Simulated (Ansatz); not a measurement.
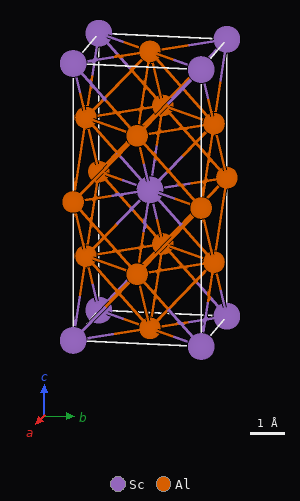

Lattice vibrations of a crystal of ScAl3 relaxed at 5 GPa, at the zone centre. Style: ball-and-stick. Shown: the conventional cell (2 times the calculation's cell), slightly off an axis. Lengths and directions refer to the drawn axes.

Level of theory: DFT PBEsol, scalar-relativistic, plane waves, PAW in Ansatz 0.2.0. (plane-wave cutoff 420 eV; k-point mesh 16 × 16 × 16; occupations fermi dirac; smearing width 0.15 eV; target pressure 5 GPa; no spin polarisation)

The frequencies depend somewhat on the k-mesh and the smearing.

> Give the spectrum at this point.

The calculation's cell holds 4 atoms, so there are 9 optical modes, in 6 levels. The optical modes span 2A₂u + 2E_u + B₁g + E_g. No level is unstable.

```csv
level,symmetry,frequency (cm⁻¹),activity
1,A₂u,167,infrared-active
2,E_u,236,infrared-active
3,B₁g,265,Raman-active
4,E_g,298,Raman-active
5,A₂u,332,infrared-active
6,E_u,348,infrared-active
```

The crystal is a metal, so free carriers screen the infrared response.

The displacement patterns (one member of each degenerate set):

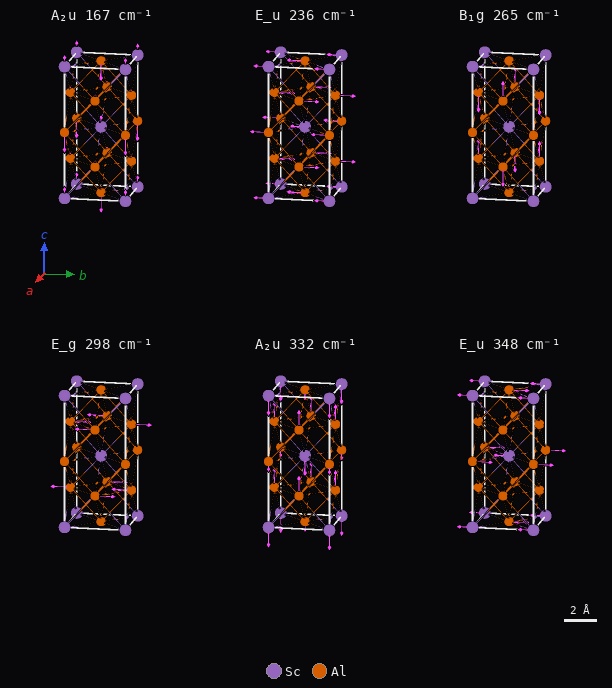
